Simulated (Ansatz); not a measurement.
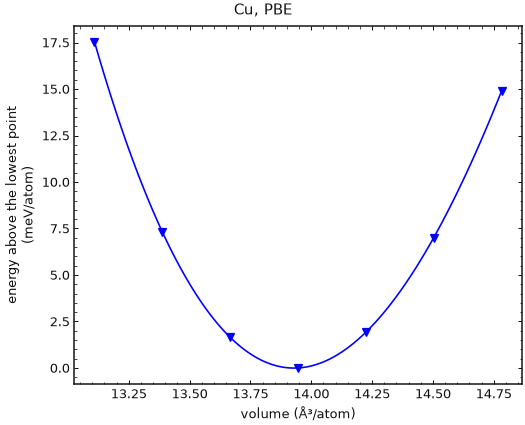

The picture above shows the energy above the lowest point against volume for Cu, space group Pm-3m (No. 221) (one of a set of cubic test structures, which need not be the stable phase).

Method: equation of state of a cubic crystal from periodic Kohn-Sham density functional theory without spin, third-order Birch-Murnaghan fit to the free energies; pressure corrected for the finite basis (Ansatz 0.2.0 development build). Level: PBE.

```tsv
setting	value
structure type	simple cubic
atoms in cell	1
space group number	221
lattice centring	simple cubic
k mesh	15×15×15
occupation method	Fermi–Dirac
occupation width	0.06123 eV
wave cutoff	700 eV
datasets	hard PAW
density tolerance	1e-09 eV
bands	14
density cutoff ratio	4
search for lower states	default
```

From this curve and the settings, what does the calculation give for the pressure at the same points?

The pressure falls from 7.3 GPa at volume 13.11 Å³/atom to −5.3 GPa at 14.78 Å³/atom, and changes sign near 13.93 Å³/atom.

```csv
volume (Å³/atom),pressure (GPa)
13.11,7.3
13.39,4.5
13.67,2.1
13.95,-0.1
14.22,-2.1
14.50,-3.8
14.78,-5.3
```

Keep in mind: cubic model structure, not the ambient form; modest k-mesh, values are not fully converged in k.
